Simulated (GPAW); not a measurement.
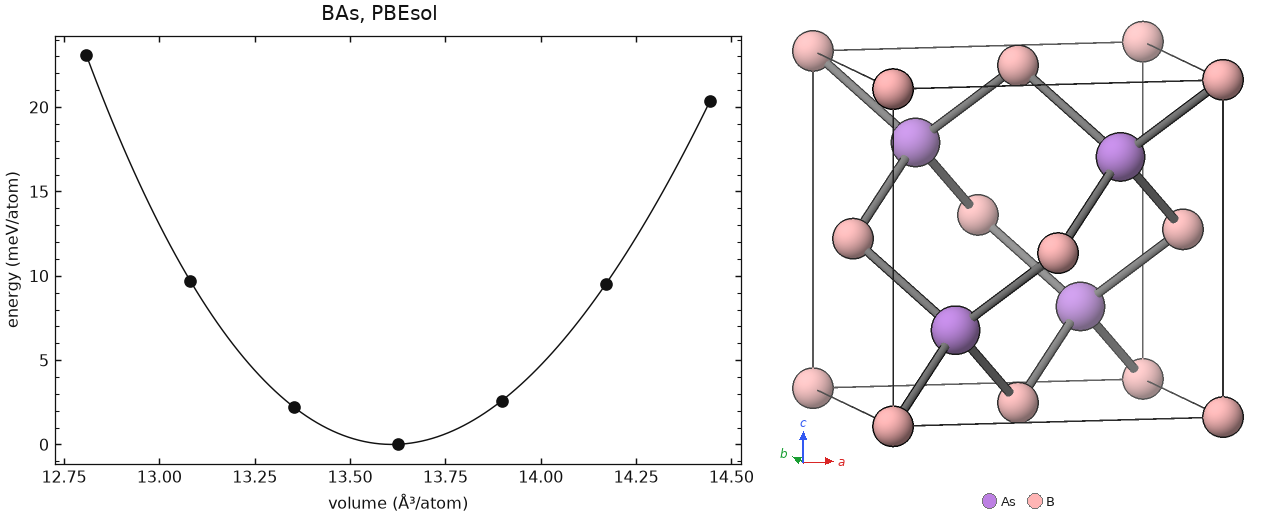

The plot gives the computed energy against volume for BAs, space group F-43m (No. 216). The conventional cell is drawn beside the plot.

Structure:
```cif
data_structure
_symmetry_space_group_name_H-M 'P 1'
_symmetry_Int_Tables_number 1
_cell_length_a 3.3778
_cell_length_b 3.3778
_cell_length_c 3.3778
_cell_angle_alpha 60.000
_cell_angle_beta 60.000
_cell_angle_gamma 60.000
_cell_volume 27.25
loop_
_atom_site_label
_atom_site_type_symbol
_atom_site_fract_x
_atom_site_fract_y
_atom_site_fract_z
_atom_site_occupancy
As1 As 0.75000 0.75000 0.75000 1
B1 B 0.00000 0.00000 0.00000 1
```

Method: PAW DFT in plane waves, on a grid or in atomic orbitals, no spin polarisation; energies at scaled volumes of the given cell, shape and fractions fixed, counted from the fit's minimum, third-order Birch-Murnaghan fit (GPAW 26.7.0). Level: PBEsol.

```
         setting                                                value
          k mesh                                             10×10×10
     occupations                                          Fermi–Dirac
  smearing width                                              0.05 eV
      potentials  PAW data sets made by gpaw setup for the functional
     wave cutoff                                               800 eV
program settings                                             basis pw
```

**Give the fitted equation-of-state parameters.**

A third-order Birch–Murnaghan fit gives V0 = 13.61 Å³/atom, B0 = 141 GPa and B′ = 4.1.

The computed values:

```json
{"volume (Å³/atom)": "12.81", "energy (meV/atom)": "23.09"}
{"volume (Å³/atom)": "13.08", "energy (meV/atom)": "9.71"}
{"volume (Å³/atom)": "13.35", "energy (meV/atom)": "2.20"}
{"volume (Å³/atom)": "13.63", "energy (meV/atom)": "0.01"}
{"volume (Å³/atom)": "13.90", "energy (meV/atom)": "2.60"}
{"volume (Å³/atom)": "14.17", "energy (meV/atom)": "9.52"}
{"volume (Å³/atom)": "14.44", "energy (meV/atom)": "20.34"}
```
